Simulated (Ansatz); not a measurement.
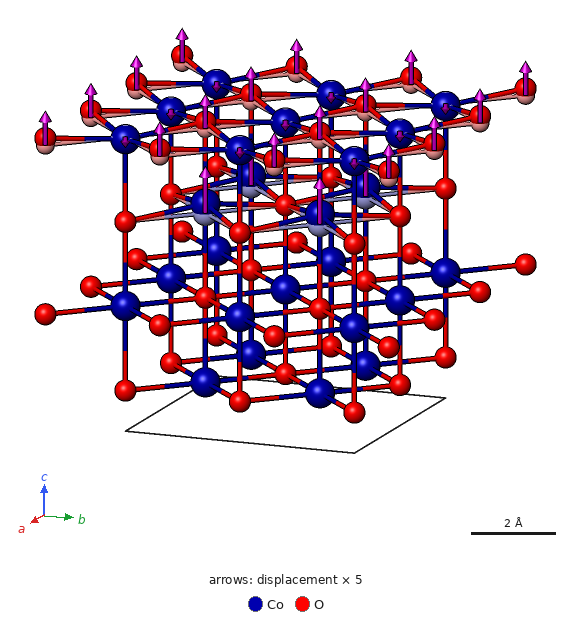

A constrained relaxation of a slab of composition CoO (cut from the Fm-3m phase). The starting structure is drawn faded, the final one solid; purple arrows show the displacements, 5 times their true length.

The picture is a ball-and-stick view of the 2 × 2 repeat of the cell, outlined in the plane, without the vacuum, seen slightly off an axis.

Case: clean slab, lower half held. The slab is the (1 0 0) face of CoO. 4 atoms are held fixed.

The calculation used Ansatz, DFT PBEsol, scalar-relativistic, plane waves, PAW.

The input:
```yaml
crystal:
  lattice:
    - [2.9464519439, 0.0, 0.0]
    - [0.0, 2.9464519439, 0.0]
    - [0.0, 0.0, 23.2503684499]
  atoms:
    - { symbol: Co, position: [0.5, 0.5, 0.3655856043], spin: 2.57 }
    - { symbol: O, position: [0.0, 0.0, 0.3655856043], spin: 0.32 }
    - { symbol: Co, position: [0.0, 0.0, 0.4551952014], spin: 2.57 }
    - { symbol: O, position: [0.5, 0.5, 0.4551952014], spin: 0.32 }
    - { symbol: Co, position: [0.5, 0.5, 0.5448047986], spin: 2.57 }
    - { symbol: O, position: [0.0, 0.0, 0.5448047986], spin: 0.32 }
    - { symbol: Co, position: [0.0, 0.0, 0.6344143957], spin: 2.57 }
    - { symbol: O, position: [0.5, 0.5, 0.6344143957], spin: 0.32 }
basis:
  ecutwfc: 420
kpoints:
  mp_grid: { grid: [10, 10, 1] }
hamiltonian:
  xc: pbesol
scf:
  occupations: { method: gaussian, width: 0.1 }
output:
  forces: true
  eigenvalues: true
  populations: true
  write_density: true
  write_potential: true
  elf: true
  volumetric_format: npy
magnetization:
  spin_polarized: true
relax:
  adjacent_minimum: "off"
  f_tol: 0.03
  max_steps: 70
  constraints: [{ sites: [0, 1, 2, 3] }]
efield:
  axis: 3
  dipole_correction: true
  ramp_width: 0.04
```

Run as
```bash
ansatz run input.yaml --threads 2 --pin off --max-ram 5120MiB --backend cpu --events-out ev --progress --plain --runs-dir out
```

Which element moves most?

Answer. Cobalt: up to 0.23 Å, against 0.17 Å for oxygen.

What happened in the run?

Answer. The energy falls by 74.5 meV per cell of the calculation in 5 accepted moves (6 points after the start). Largest force component: 0.38 eV/Å at the start, 0.024 eV/Å at the end. 1 step only repeated the SCF at the same geometry. The largest move is that of Co5, 0.23 Å along the normal (+c). By element the largest moves are Co 0.23 Å, O 0.17 Å. The cell stays as it was. Among the contacts that change: O4–Co5 2.083 → 2.318 Å, Co5–O8 2.083 → 2.021 Å, O6–Co7 2.083 → 2.035 Å, Co5–O6 2.083 → 2.098 Å. Bond angles that change, for instance: Co7–O8–Co7 180.0° → 167.5°, O8–Co7–O8 180.0° → 167.5°, Co3–O6–Co5 90.0° → 96.7°. The run may lie on a higher electronic state than the lowest, so the end point isn't shown to be the ground-state structure.
